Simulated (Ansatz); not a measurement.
**CaF4: density, localisation and related maps**

Input

```
crystal:
  lattice:
    - [-2.6799227691, 2.6799227691, 2.6799227691]
    - [2.6799227691, -2.6799227691, 2.6799227691]
    - [2.6799227691, 2.6799227691, -2.6799227691]
  atoms:
    - { symbol: Ca, position: [0.0, 0.0, 0.0] }
    - { symbol: F, position: [0.5000129483, 0.5000129483, 0.5000129483], spin: 0.55 }
    - { symbol: F, position: [0.4999870517, 0.0, 0.0], spin: 0.55 }
    - { symbol: F, position: [0.0, 0.0, 0.4999870517], spin: 0.55 }
    - { symbol: F, position: [0.0, 0.4999870517, 0.0], spin: 0.55 }
basis:
  ecutwfc: 420
kpoints:
  mp_grid: { grid: [10, 10, 10] }
hamiltonian:
  xc: pbe
  dispersion: d3bj
scf:
  occupations: { method: gaussian, width: 0.2 }
output:
  forces: true
  stress: true
  eigenvalues: true
  populations: true
  write_density: true
  write_potential: true
  elf: true
  volumetric_format: npy
magnetization:
  spin_polarized: true
relax:
  adjacent_minimum: "off"
  f_tol: 0.001
  max_steps: 60
  cell: { stress_tol: 0.01 }
```

Command:

```sh
ansatz run input.yaml --threads 2 --pin off --max-ram 7168MiB --backend cpu --events-out ev --progress --plain --runs-dir out
```

Below, planes, directions and counts refer to the conventional cell (a = 5.36 Å, b = 5.36 Å, c = 5.36 Å, α = 90.00°, β = 90.00°, γ = 90.00°).

The fields are those of the run's last geometry, not of the input's.

Space group Im-3m; spin-polarised.

These are results of DFT PBE+D3(BJ), scalar-relativistic, plane waves, PAW (Ansatz 0.2.0), not measurements.

Core electrons are frozen (PAW), and the valence fields are smoothed inside the atomic spheres.

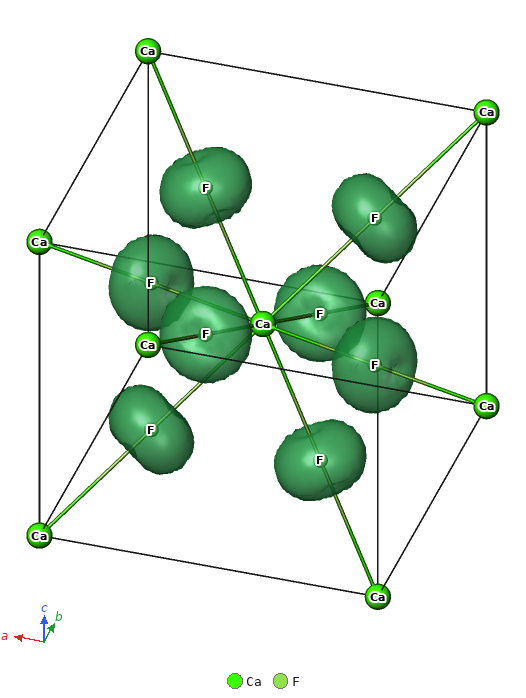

Figure 1. Isosurfaces of the magnetisation density (up minus down) at +0.1 (green) and −0.1 e/Å³ (red), seen at an oblique angle. Sticks mark near contacts.

Which atoms carry the moments, and with what signs?

The spin density sits on F: +0.5 μB (×8) in one cell of 10 atoms: parallel moments (a ferromagnetic arrangement) in this solution. The cell of the calculation (5 atoms) carries 2.0 μB of net spin moment. Only one sign reaches the isovalue.

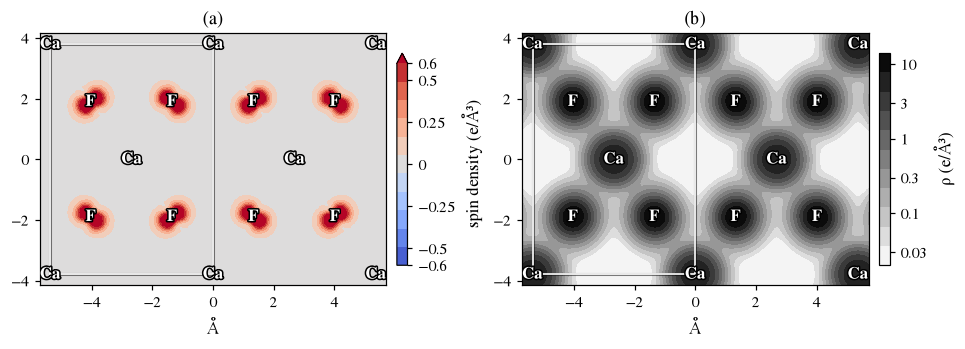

Figure 2. (a) magnetisation density (up minus down); (b) valence electron density on the (11̄0) plane of the conventional cell.

What do the fields say about this system?

- Atoms in the plane: Ca and F.
- Ca–F (2.32 Å): ρ is about 0.24 e/Å³ halfway.
- Between the atoms the lowest density in this plane is 0.003 e/Å³.

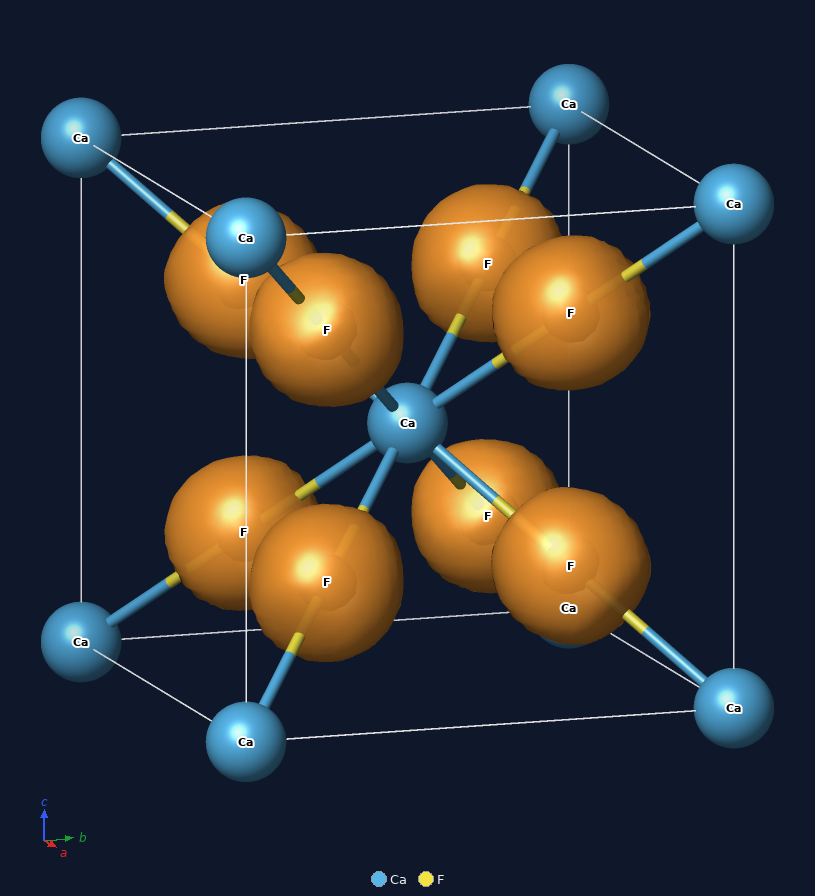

Figure 3. Isosurface of the ELF at 0.7 (orange), seen at an oblique angle. Core shells and regions of very low density are left out. Sticks mark near contacts.

Describe the localisation domains.

The surface consists of eight regions wrapped around F (the valence shell of each), counted in one cell of 10 atoms. Regions shared between cells count once.


Ca–F (2.32 Å): the ELF is about 0.05 at the midpoint (no shared electron pair shows on this line).

Does the calculation make it a metal, or give it a gap?

It is gapless in this calculation (a metal or semimetal).
